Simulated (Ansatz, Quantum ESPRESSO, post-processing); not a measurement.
# 2H-MoS2, 1 layer against a metal electrode, part 3 of 5

How does the Fermi level of 2H-MoS2, 1 layer move as charge is added against a counter-electrode?

Quantum ESPRESSO 7.5; plane-wave DFT, LDA, GBRV ultrasoft pseudopotentials; geometry by Ansatz 0.2.0 with PAW datasets.

So far. Step 3 (Ground state: charge -0.0263 e): Gauss's law asks for a slope of 180.95 q/A = -0.542 eV/Å in the gap; the run gives -0.542. Step 4 (SCF with pw.x: charge -0.0131 e): The electrode's potential over the Fermi level goes from 1.215 to 2.901 eV, the far face's from 4.485 to 4.534 eV.

### Step 5. SCF with pw.x

Input file q2.in:

```
&control
  prefix = 'q2'
  outdir = './out'
  pseudo_dir = './pseudo'
  calculation = 'scf'
  tprnfor = .true.
/
&system
  ibrav = 0
  nat = 3
  ntyp = 2
  ecutwfc = 40
  ecutrho = 200
  occupations = 'smearing'
  smearing = 'fd'
  degauss = 0.004
  assume_isolated = 'esm'
  esm_bc = 'bc3'
  tot_charge = 0.0
/
&electrons
  conv_thr = 1e-08
  mixing_beta = 0.4
  electron_maxstep = 120
  mixing_mode = 'local-TF'
  startingpot = 'file'
/
ATOMIC_SPECIES
  S   32.0600  s_lda_v1.4.uspp.F.UPF
  Mo  95.9500  mo_lda_v1.uspp.F.UPF
CELL_PARAMETERS angstrom
  3.18480936578255 -0.00000000000000 0.00000000000000
  -1.59240468289127 2.75812581697829 0.00000000000000
  0.00000000000000 0.00000000000000 19.26259773800000
ATOMIC_POSITIONS crystal
  S   0.333333333333 0.666666666667 -0.029226300709
  Mo  0.000000000000 -0.000000000000 0.051914096322
  S   0.333333333333 0.666666666667 0.133054456558
K_POINTS automatic
  36 36 1 0 0 0
```

Started as:

```console
cp -r out/q1.save out/q2.save
OMP_NUM_THREADS=1 mpirun -n 4 pw.x -nk 4 -in q2.in > q2.out
```

Log:

```text
[banner, memory and clock lines left out]
Program PWSCF v.7.5 starts
[...]
Message from routine setup:
[...]
number of electrons       =        26.00
     number of Kohn-Sham states=           17
     kinetic-energy cutoff     =      40.0000  Ry
     charge density cutoff     =     200.0000  Ry
[...]
number of k points=   127  Fermi-Dirac smearing, width (Ry)=  0.0040
[...]
Dense  grid:    54709 G-vectors     FFT dimensions: (  27,  27, 180)
[...]
The initial density is read from file :
[...]
negative rho (up, down):  2.832E-03 0.000E+00
     Starting wfcs are   21 randomized atomic wfcs
[...]
negative rho (up, down):  2.663E-03 0.000E+00
[...]
estimated scf accuracy    <       0.01309421 Ry
[...]
negative rho (up, down):  2.454E-03 0.000E+00
[...]
estimated scf accuracy    <       0.00713022 Ry
[...]
negative rho (up, down):  2.412E-03 0.000E+00
[...]
estimated scf accuracy    <       0.00071646 Ry
[...]
negative rho (up, down):  2.374E-03 0.000E+00
[...]
estimated scf accuracy    <       0.00033014 Ry
[...]
negative rho (up, down):  2.271E-03 0.000E+00
[...]
estimated scf accuracy    <       0.00030167 Ry
[...]
negative rho (up, down):  2.280E-03 0.000E+00
[...]
estimated scf accuracy    <       0.00002127 Ry
[...]
negative rho (up, down):  2.290E-03 0.000E+00
[...]
estimated scf accuracy    <       0.00002559 Ry
[...]
negative rho (up, down):  2.417E-03 0.000E+00
[...]
estimated scf accuracy    <       0.00001485 Ry
[...]
negative rho (up, down):  2.438E-03 0.000E+00
[...]
estimated scf accuracy    <       0.00001657 Ry
[...]
negative rho (up, down):  2.615E-03 0.000E+00
[...]
estimated scf accuracy    <       0.00001031 Ry
[...]
negative rho (up, down):  2.585E-03 0.000E+00
[...]
estimated scf accuracy    <       0.00000332 Ry
[...]
negative rho (up, down):  2.620E-03 0.000E+00
[...]
estimated scf accuracy    <       0.00000114 Ry
[...]
negative rho (up, down):  2.739E-03 0.000E+00
[...]
estimated scf accuracy    <       0.00000061 Ry
[...]
negative rho (up, down):  2.826E-03 0.000E+00
[...]
estimated scf accuracy    <       0.00000026 Ry
[...]
negative rho (up, down):  2.835E-03 0.000E+00
[...]
estimated scf accuracy    <       0.00000027 Ry
[...]
negative rho (up, down):  2.835E-03 0.000E+00
[...]
estimated scf accuracy    <       0.00000008 Ry
[...]
negative rho (up, down):  2.839E-03 0.000E+00
[...]
estimated scf accuracy    <       0.00000007 Ry
[...]
negative rho (up, down):  2.867E-03 0.000E+00
[...]
estimated scf accuracy    <       0.00000006 Ry
[...]
negative rho (up, down):  2.868E-03 0.000E+00
[...]
estimated scf accuracy    <       0.00000022 Ry
[...]
negative rho (up, down):  2.869E-03 0.000E+00
[...]
estimated scf accuracy    <       0.00000020 Ry
[...]
negative rho (up, down):  2.855E-03 0.000E+00
[...]
estimated scf accuracy    <       0.00000051 Ry
[...]
negative rho (up, down):  2.855E-03 0.000E+00
[...]
estimated scf accuracy    <       0.00000057 Ry
[...]
negative rho (up, down):  2.856E-03 0.000E+00
[...]
estimated scf accuracy    <       0.00000067 Ry
[...]
negative rho (up, down):  2.852E-03 0.000E+00
[...]
estimated scf accuracy    <       0.00000124 Ry
[...]
negative rho (up, down):  2.856E-03 0.000E+00
[...]
estimated scf accuracy    <       0.00000020 Ry
[...]
negative rho (up, down):  2.869E-03 0.000E+00
[...]
the Fermi energy is    -5.3253 ev
!    total energy              =    -187.88494291 Ry
     estimated scf accuracy    <          7.6E-09 Ry
     smearing contrib. (-TS)   =      -0.00000000 Ry
     internal energy E=F+TS    =    -187.88494290 Ry
[...]
one-electron contribution =   -8176.81610336 Ry
     hartree contribution      =    4083.85394549 Ry
     xc contribution           =     -36.04537193 Ry
     ewald contribution        =    3941.12258690 Ry
     convergence has been achieved in  26 iterations
     negative rho (up, down):  2.869E-03 0.000E+00
[...]
Total force =     0.033301     Total SCF correction =     0.000258
[...]
```

Wall time 2.8 min (4 MPI ranks of Arm Neoverse V2, shared host); peak memory 0.48 GiB; 11 min of CPU time.

This step gave:

```
Fermi energy                                                   : -5.325 eV
vacuum line at the lower end of the cell, over the Fermi level : 5.324 eV
slope of the potential above                                   : 2.73e-5 eV/Å
vacuum line at the upper end of the cell, over the Fermi level : 5.325 eV
```

The run needed 26 iterations to bring the estimated error under 1e-08 Ry.

The electrode's potential over the Fermi level goes from 2.901 to 5.325 eV, the far face's from 4.534 to 5.324 eV. The neutral sheet has a gap, in which the smearing places the Fermi level.

### Step 6. Self-consistent run: charge 0.0131 e

q3.in, as its differences from the input of step 5:

```diff
@@ -1,3 +1,3 @@
 &control
-  prefix = 'q2'
+  prefix = 'q3'
   outdir = './out'
@@ -18,3 +18,3 @@
   esm_bc = 'bc3'
-  tot_charge = 0.0
+  tot_charge = 0.0131
 /
```

Started as:

```console
cp -r out/q2.save out/q3.save
OMP_NUM_THREADS=1 mpirun -n 4 pw.x -nk 4 -in q3.in > q3.out
```

Log:

```text
[banner, memory and clock lines left out]
Program PWSCF v.7.5 starts
[...]
Message from routine setup:
[...]
number of electrons       =        25.99
     number of Kohn-Sham states=           17
     kinetic-energy cutoff     =      40.0000  Ry
     charge density cutoff     =     200.0000  Ry
[...]
number of k points=   127  Fermi-Dirac smearing, width (Ry)=  0.0040
[...]
Dense  grid:    54709 G-vectors     FFT dimensions: (  27,  27, 180)
[...]
The initial density is read from file :
[...]
negative rho (up, down):  2.868E-03 0.000E+00
     Starting wfcs are   21 randomized atomic wfcs
[...]
negative rho (up, down):  2.679E-03 0.000E+00
[...]
estimated scf accuracy    <       0.01351882 Ry
[...]
negative rho (up, down):  2.434E-03 0.000E+00
[...]
estimated scf accuracy    <       0.00723783 Ry
[...]
negative rho (up, down):  2.381E-03 0.000E+00
[...]
estimated scf accuracy    <       0.00074099 Ry
[...]
negative rho (up, down):  2.356E-03 0.000E+00
[...]
estimated scf accuracy    <       0.00032213 Ry
[...]
negative rho (up, down):  2.252E-03 0.000E+00
[...]
estimated scf accuracy    <       0.00031237 Ry
[...]
negative rho (up, down):  2.265E-03 0.000E+00
[...]
estimated scf accuracy    <       0.00002288 Ry
[...]
negative rho (up, down):  2.282E-03 0.000E+00
[...]
estimated scf accuracy    <       0.00002598 Ry
[...]
negative rho (up, down):  2.435E-03 0.000E+00
[...]
estimated scf accuracy    <       0.00001511 Ry
[...]
negative rho (up, down):  2.457E-03 0.000E+00
[...]
estimated scf accuracy    <       0.00001717 Ry
[...]
negative rho (up, down):  2.650E-03 0.000E+00
[...]
estimated scf accuracy    <       0.00001073 Ry
[...]
negative rho (up, down):  2.606E-03 0.000E+00
[...]
estimated scf accuracy    <       0.00000279 Ry
[...]
negative rho (up, down):  2.634E-03 0.000E+00
[...]
estimated scf accuracy    <       0.00000107 Ry
[...]
negative rho (up, down):  2.789E-03 0.000E+00
[...]
estimated scf accuracy    <       0.00000070 Ry
[...]
negative rho (up, down):  2.857E-03 0.000E+00
[...]
estimated scf accuracy    <       0.00000024 Ry
[...]
negative rho (up, down):  2.864E-03 0.000E+00
[...]
estimated scf accuracy    <       0.00000014 Ry
[...]
negative rho (up, down):  2.875E-03 0.000E+00
[...]
estimated scf accuracy    <       0.00000006 Ry
[...]
negative rho (up, down):  2.884E-03 0.000E+00
[...]
estimated scf accuracy    <       0.00000007 Ry
[...]
negative rho (up, down):  2.901E-03 0.000E+00
[...]
estimated scf accuracy    <       0.00000003 Ry
[...]
negative rho (up, down):  2.903E-03 0.000E+00
[...]
the Fermi energy is    -7.7238 ev
!    total energy              =    -187.87834159 Ry
     estimated scf accuracy    <          1.4E-09 Ry
     smearing contrib. (-TS)   =      -0.00019129 Ry
     internal energy E=F+TS    =    -187.87815031 Ry
[...]
one-electron contribution =   -8173.70846623 Ry
     hartree contribution      =    4080.74516903 Ry
     xc contribution           =     -36.03744001 Ry
     ewald contribution        =    3941.12258690 Ry
     convergence has been achieved in  19 iterations
     negative rho (up, down):  2.903E-03 0.000E+00
[...]
Total force =     0.033899     Total SCF correction =     0.000162
[...]
```

Elapsed: 2.3 min, on 4 MPI ranks; peak memory 0.61 GiB.

Numbers from this step:

```
Fermi energy                                                   : -7.724 eV
vacuum line at the lower end of the cell, over the Fermi level : 6.081 eV
slope of the potential above                                   : 0.2699 eV/Å
vacuum line at the upper end of the cell, over the Fermi level : 7.724 eV
```

The electrode's potential over the Fermi level goes from 5.325 to 7.724 eV, the far face's from 5.324 to 6.081 eV. The neutral sheet has a gap, in which the smearing places the Fermi level.

### Step 7. SCF with pw.x: charge 0.0263 e

q4.in, as its differences from the input of step 6:

```diff
@@ -1,3 +1,3 @@
 &control
-  prefix = 'q3'
+  prefix = 'q4'
   outdir = './out'
@@ -18,3 +18,3 @@
   esm_bc = 'bc3'
-  tot_charge = 0.0131
+  tot_charge = 0.0263
 /
```

Started as:

```console
cp -r out/q3.save out/q4.save
OMP_NUM_THREADS=1 mpirun -n 4 pw.x -nk 4 -in q4.in > q4.out
```

Log:

```text
[banner, memory and clock lines left out]
Program PWSCF v.7.5 starts
[...]
Message from routine setup:
[...]
number of electrons       =        25.97
     number of Kohn-Sham states=           17
     kinetic-energy cutoff     =      40.0000  Ry
     charge density cutoff     =     200.0000  Ry
[...]
number of k points=   127  Fermi-Dirac smearing, width (Ry)=  0.0040
[...]
Dense  grid:    54709 G-vectors     FFT dimensions: (  27,  27, 180)
[...]
The initial density is read from file :
[...]
negative rho (up, down):  2.901E-03 0.000E+00
     Starting wfcs are   21 randomized atomic wfcs
[...]
negative rho (up, down):  2.706E-03 0.000E+00
[...]
estimated scf accuracy    <       0.01388958 Ry
[...]
negative rho (up, down):  2.464E-03 0.000E+00
[...]
estimated scf accuracy    <       0.00735674 Ry
[...]
negative rho (up, down):  2.410E-03 0.000E+00
[...]
estimated scf accuracy    <       0.00073869 Ry
[...]
negative rho (up, down):  2.377E-03 0.000E+00
[...]
estimated scf accuracy    <       0.00031867 Ry
[...]
negative rho (up, down):  2.274E-03 0.000E+00
[...]
estimated scf accuracy    <       0.00033283 Ry
[...]
negative rho (up, down):  2.291E-03 0.000E+00
[...]
estimated scf accuracy    <       0.00002394 Ry
[...]
negative rho (up, down):  2.308E-03 0.000E+00
[...]
estimated scf accuracy    <       0.00002272 Ry
[...]
negative rho (up, down):  2.472E-03 0.000E+00
[...]
estimated scf accuracy    <       0.00001305 Ry
[...]
negative rho (up, down):  2.489E-03 0.000E+00
[...]
estimated scf accuracy    <       0.00001616 Ry
[...]
negative rho (up, down):  2.679E-03 0.000E+00
[...]
estimated scf accuracy    <       0.00000907 Ry
[...]
negative rho (up, down):  2.621E-03 0.000E+00
[...]
estimated scf accuracy    <       0.00000349 Ry
[...]
negative rho (up, down):  2.669E-03 0.000E+00
[...]
estimated scf accuracy    <       0.00000185 Ry
[...]
negative rho (up, down):  2.823E-03 0.000E+00
[...]
estimated scf accuracy    <       0.00000062 Ry
[...]
negative rho (up, down):  2.885E-03 0.000E+00
[...]
estimated scf accuracy    <       0.00000025 Ry
[...]
negative rho (up, down):  2.915E-03 0.000E+00
[...]
estimated scf accuracy    <       0.00000009 Ry
[...]
negative rho (up, down):  2.917E-03 0.000E+00
[...]
estimated scf accuracy    <       0.00000004 Ry
[...]
negative rho (up, down):  2.922E-03 0.000E+00
[...]
estimated scf accuracy    <       0.00000001 Ry
[...]
negative rho (up, down):  2.932E-03 0.000E+00
[...]
the Fermi energy is    -9.4087 ev
!    total energy              =    -187.87002638 Ry
     estimated scf accuracy    <          9.9E-09 Ry
     smearing contrib. (-TS)   =      -0.00030711 Ry
     internal energy E=F+TS    =    -187.86971927 Ry
[...]
one-electron contribution =   -8170.55961059 Ry
     hartree contribution      =    4077.59653667 Ry
     xc contribution           =     -36.02923225 Ry
     ewald contribution        =    3941.12258690 Ry
     convergence has been achieved in  18 iterations
     negative rho (up, down):  2.932E-03 0.000E+00
[...]
Total force =     0.034365     Total SCF correction =     0.000235
[...]
```

Wall time 2.2 min (4 MPI ranks); peak memory 0.48 GiB.

Numbers from this step:

```
Fermi energy                                                   : -9.409 eV
vacuum line at the lower end of the cell, over the Fermi level : 6.105 eV
slope of the potential above                                   : 0.5418 eV/Å
vacuum line at the upper end of the cell, over the Fermi level : 9.409 eV
```

The electrode's potential over the Fermi level goes from 7.724 to 9.409 eV, the far face's from 6.081 to 6.105 eV.

### Step 8. Self-consistent run: charge 0.0525 e

q5.in, as its differences from the input of step 7:

```diff
@@ -1,3 +1,3 @@
 &control
-  prefix = 'q4'
+  prefix = 'q5'
   outdir = './out'
@@ -18,3 +18,3 @@
   esm_bc = 'bc3'
-  tot_charge = 0.0263
+  tot_charge = 0.0525
 /
```

Started as:

```console
cp -r out/q4.save out/q5.save
OMP_NUM_THREADS=1 mpirun -n 4 pw.x -nk 4 -in q5.in > q5.out
```

Log:

```text
[banner, memory and clock lines left out]
Program PWSCF v.7.5 starts
[...]
Message from routine setup:
[...]
number of electrons       =        25.95
     number of Kohn-Sham states=           17
     kinetic-energy cutoff     =      40.0000  Ry
     charge density cutoff     =     200.0000  Ry
[...]
number of k points=   127  Fermi-Dirac smearing, width (Ry)=  0.0040
[...]
Dense  grid:    54709 G-vectors     FFT dimensions: (  27,  27, 180)
[...]
The initial density is read from file :
[...]
negative rho (up, down):  2.929E-03 0.000E+00
     Starting wfcs are   21 randomized atomic wfcs
[...]
negative rho (up, down):  2.597E-03 0.000E+00
[...]
estimated scf accuracy    <       0.05838915 Ry
[...]
negative rho (up, down):  2.517E-03 0.000E+00
[...]
estimated scf accuracy    <       0.02952411 Ry
[...]
negative rho (up, down):  2.670E-03 0.000E+00
[...]
estimated scf accuracy    <       0.00312537 Ry
[...]
negative rho (up, down):  2.298E-03 0.000E+00
[...]
estimated scf accuracy    <       0.00111531 Ry
[...]
negative rho (up, down):  2.109E-03 0.000E+00
[...]
estimated scf accuracy    <       0.00085088 Ry
[...]
negative rho (up, down):  1.961E-03 0.000E+00
[...]
estimated scf accuracy    <       0.00010080 Ry
[...]
negative rho (up, down):  1.952E-03 0.000E+00
[...]
estimated scf accuracy    <       0.00005444 Ry
[...]
negative rho (up, down):  2.205E-03 0.000E+00
[...]
estimated scf accuracy    <       0.00003591 Ry
[...]
negative rho (up, down):  2.205E-03 0.000E+00
[...]
estimated scf accuracy    <       0.00005768 Ry
[...]
negative rho (up, down):  2.208E-03 0.000E+00
[...]
estimated scf accuracy    <       0.00005728 Ry
[...]
negative rho (up, down):  2.503E-03 0.000E+00
[...]
estimated scf accuracy    <       0.00005780 Ry
[...]
negative rho (up, down):  2.518E-03 0.000E+00
[...]
estimated scf accuracy    <       0.00001081 Ry
[...]
negative rho (up, down):  2.447E-03 0.000E+00
[...]
estimated scf accuracy    <       0.00000882 Ry
[...]
negative rho (up, down):  2.637E-03 0.000E+00
[...]
estimated scf accuracy    <       0.00000382 Ry
[...]
negative rho (up, down):  2.784E-03 0.000E+00
[...]
estimated scf accuracy    <       0.00000225 Ry
[...]
negative rho (up, down):  2.830E-03 0.000E+00
[...]
estimated scf accuracy    <       0.00000095 Ry
[...]
negative rho (up, down):  2.855E-03 0.000E+00
[...]
estimated scf accuracy    <       0.00000079 Ry
[...]
negative rho (up, down):  2.962E-03 0.000E+00
[...]
estimated scf accuracy    <       0.00000019 Ry
[...]
negative rho (up, down):  2.956E-03 0.000E+00
[...]
estimated scf accuracy    <       0.00000007 Ry
[...]
negative rho (up, down):  2.967E-03 0.000E+00
[...]
estimated scf accuracy    <       0.00000002 Ry
[...]
negative rho (up, down):  2.979E-03 0.000E+00
[...]
estimated scf accuracy    <       0.00000001 Ry
[...]
negative rho (up, down):  2.982E-03 0.000E+00
[...]
the Fermi energy is   -12.7359 ev
!    total energy              =    -187.84869905 Ry
     estimated scf accuracy    <          6.6E-09 Ry
     smearing contrib. (-TS)   =      -0.00045618 Ry
     internal energy E=F+TS    =    -187.84824287 Ry
[...]
one-electron contribution =   -8164.28072086 Ry
     hartree contribution      =    4071.32251349 Ry
     xc contribution           =     -36.01262239 Ry
     ewald contribution        =    3941.12258690 Ry
     convergence has been achieved in  22 iterations
     negative rho (up, down):  2.982E-03 0.000E+00
[...]
Total force =     0.034996     Total SCF correction =     0.000145
[...]
```

It took 2.5 min on 4 MPI ranks; peak memory 0.6 GiB.

This step gave:

- Fermi energy: -12.74 eV
- vacuum line at the lower end of the cell, over the Fermi level: 6.120 eV
- slope of the potential above: 1.082 eV/Å
- vacuum line at the upper end of the cell, over the Fermi level: 12.74 eV

The electrode's potential over the Fermi level goes from 9.409 to 12.736 eV, the far face's from 6.105 to 6.120 eV.

Gauss's law asks for a slope of 180.95 q/A = 1.081 eV/Å in the gap; the run gives 1.082.

Each curve counts from the Fermi level of its own run.

The potential energy (potential at -0.0263 e) oscillates, so the rows of the table below give means over windows of 2 Å about each position, cut where the curve ends. Its maxima inside the range that stand out by 2 % of the span (Å: eV): 0.1: -7.06, 1.9: -7.20, 4.4: 3.85. Its minima: -0.5: -15.0, 1.0: -28.2, 2.6: -15.0.

The runs together. The potential energy by z; means over each step:

```csv
z (Å),potential at -0.0263 e (eV),potential at -0.0131 e (eV),potential at 0 e (eV),potential at 0.0131 e (eV),potential at 0.0263 e (eV),potential at 0.0525 e (eV)
-8,4.49,4.53,5.32,6.08,6.10,6.12
-6,4.49,4.53,5.32,6.08,6.10,6.12
-4,4.48,4.53,5.32,6.08,6.10,6.12
-2,2.45,2.50,3.29,4.05,4.07,4.09
0,-14.1,-14.0,-13.3,-12.5,-12.5,-12.4
2,-14.2,-14.1,-13.3,-12.5,-12.5,-12.4
4,2.12,2.34,3.31,4.24,4.45,4.83
6,3.17,3.87,5.32,6.74,7.44,8.81
8,2.10,3.34,5.33,7.28,8.52,11.0
```

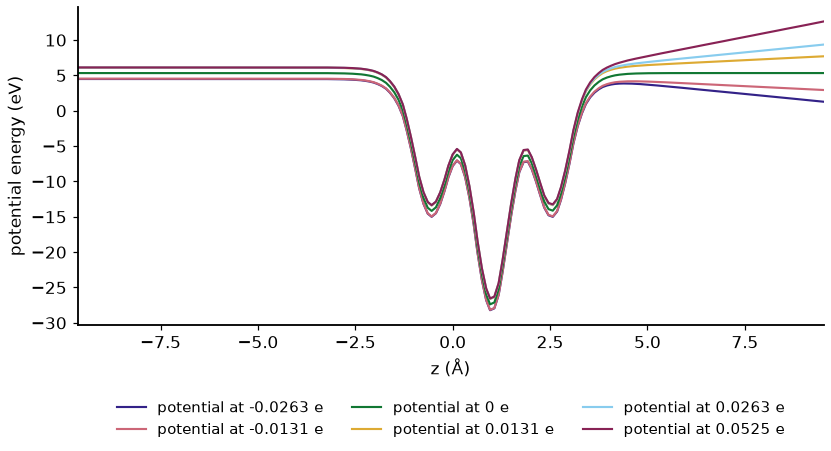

Potential energy against z.

### Step 9. Potential against charge, and the capacitance

Electrode's potential less the Fermi level against charge of the slab:

```csv
charge of the slab (1e13 e/cm²),electrode's potential less the Fermi level (eV)
-2.99,1.21
-1.49,2.90
0.00,5.33
1.49,7.72
2.99,9.41
5.98,12.7
```

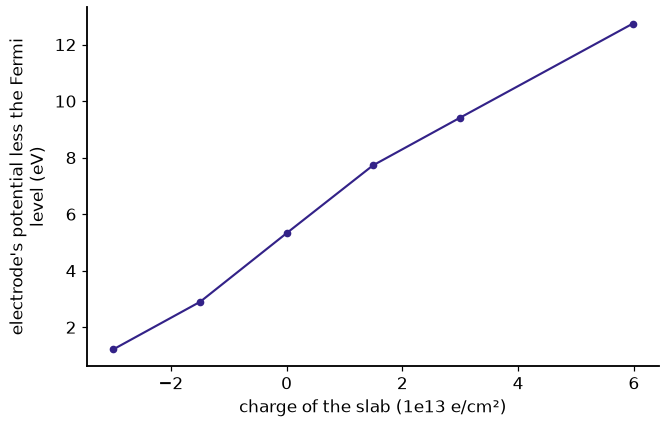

Electrode's potential less the Fermi level, plotted against charge of the slab.

Slopes between neighbouring charges; a slope that includes zero charge spans the gap. Differential capacitance against charge of the slab:

```csv
charge of the slab (1e13 e/cm²),differential capacitance (μF/cm²)
-2.24,1.43
-0.75,0.985
0.75,0.996
2.24,1.43
4.49,1.44
```

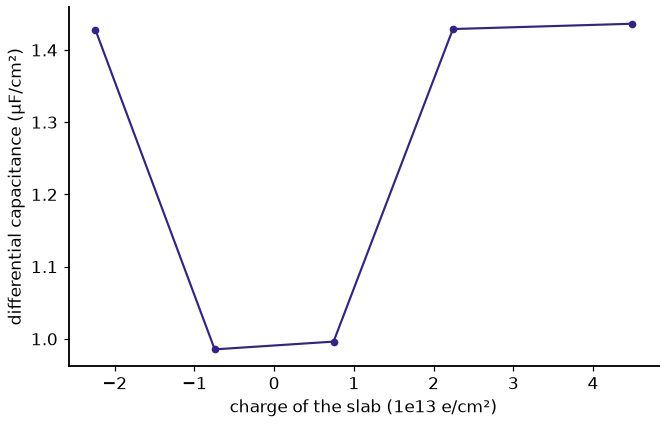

Differential capacitance against charge of the slab.

[end of part 3 of 5]

[Logs are printed without paths, hosts, clocks, repeated set-up lines and the standing remarks that a program may print on its own settings, such as how far it seeks lower states.]

[Hosts, paths, dates, database ids (printed as entryN), source tags and the programs' standing remarks are cut or masked in the printed files.]

[Maps of the electrostatic potential energy from Ansatz leave out the sawtooth potential of an applied field or a dipole correction, so their vacuum need not be flat; planar profiles and work functions include it.]
